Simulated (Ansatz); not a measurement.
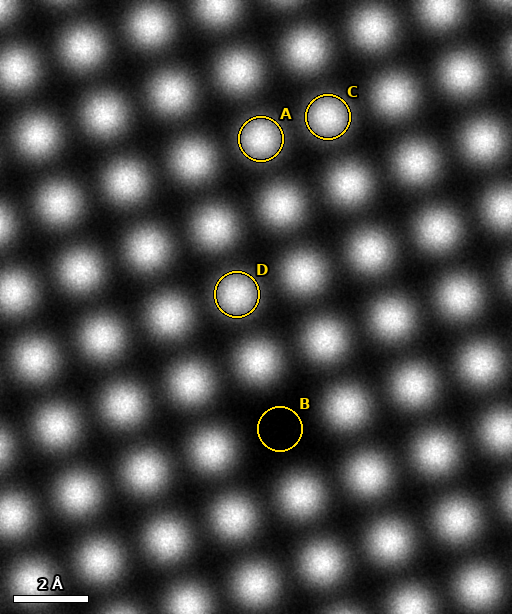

Z-contrast image of Ru (Fd-3m, No. 227) along [001]. The image is simulated as a sum over atoms of Z^1.6, blurred by a 0.99 Å probe (no channelling). The probe carries 15 % of its weight in a tail 2.5 times as wide. Shot noise was added.

The sample is 1 repeat (5.5 Å) thick. One point defect was put into the perfect crystal, without relaxing the atoms around it. Brightness is counted from the darkest point of the image. Host structure: a calculation's starting geometry; the starting structure was generated, so it need not be a known form of this composition.

Which ringed column holds the defect, and does it scatter more or less than its equals?

Answer. B; it scatters less. The column holds 1 atom (Ru) through the sample, and one Ru atom is missing, so its peak vanishes.
